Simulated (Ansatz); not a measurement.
```
Mo
1.0
     2.80422    0.00000    0.00000
    -1.40211    2.42852    0.00000
     0.00000    0.00000    4.97349
Mo
2
Direct
  0.33333 0.66667 0.25000
  0.66667 0.33333 0.75000
```

Space group P6₃/mmc; set up as Mo, hcp; a generated structure, not necessarily the stable one; changed on purpose from its base cell (volume × 1.04); computed pressure about −8 GPa in this cell; computed without spin polarisation.

All numbers below come from DFT, revPBE, plane waves (420 eV) with PAW, scalar-relativistic (Ansatz).

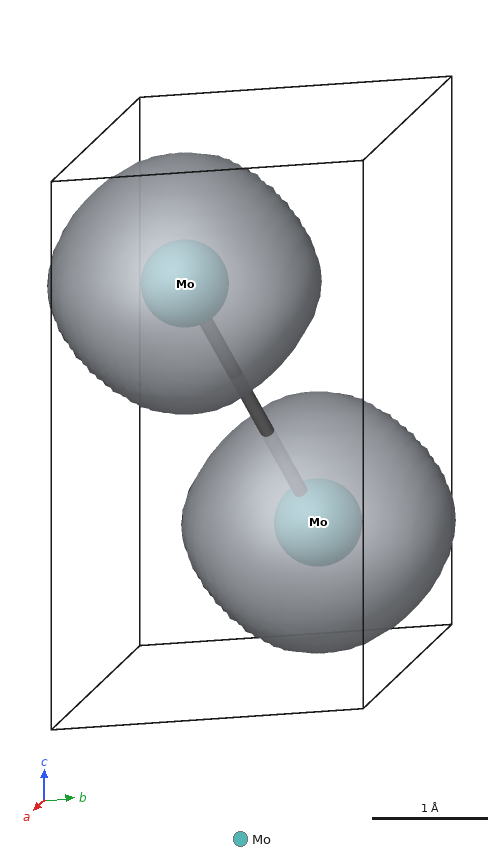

Mo. Isosurface of the valence charge density (pseudo) at 0.4 e/Å³ (grey), seen slightly off an axis. Sticks mark near contacts.

Question: What does this surface tell about the bonding?

Answer: At this value the density breaks into separate islands; it holds about 80 % of the electrons treated as valence (semicore included). It bridges none of the near contacts. It is pinched off along the shortest Mo–Mo (2.80 Å) and Mo–Mo (2.97 Å) contacts. On the grid the lowest density along these lines, outside the cores, is 0.34 e/Å³ (Mo–Mo, 2.80 Å) and 0.26 e/Å³ (Mo–Mo, 2.97 Å).

Question: Does the calculation make it a metal, or give it a gap?

Answer: It is gapless in this calculation (a metal or semimetal).
